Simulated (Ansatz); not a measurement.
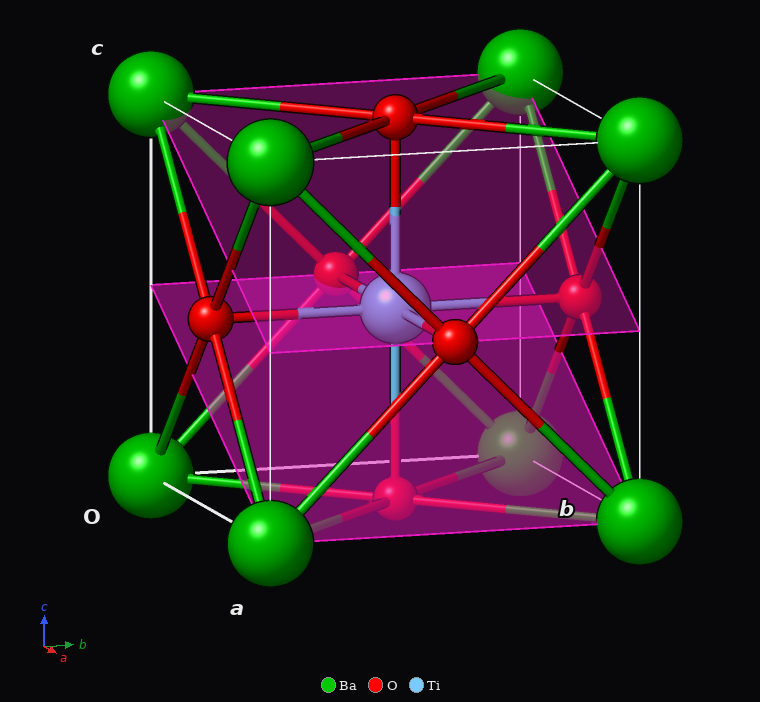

For BaTiO3, the end point of a relaxation with Ansatz, DFT, PAW plane waves, r2scan: every member of one family of equally spaced planes, hx + ky + lz = a whole number, that cuts the unit cell is shaded (one member passes through the origin O, touching the cell only at an edge or corner). The drawing is computed from the coordinates (standard cell, symmetry found to 0.002 Å).

a = 3.994 Å, b = 3.994 Å, c = 3.994 Å, α = 90.00°, β = 90.00°, γ = 90.00°.

> What are the Miller indices?

(1 0 2); the opposite sign names the same planes. The member next to the origin meets the axes a at 1, b never, c at 1/2.

> What is the spacing?

d = 1.786 Å.

> Which atoms of the cell lie in these planes (within 0.03 Å)?

The Ba atom, 1 of the 3 O.
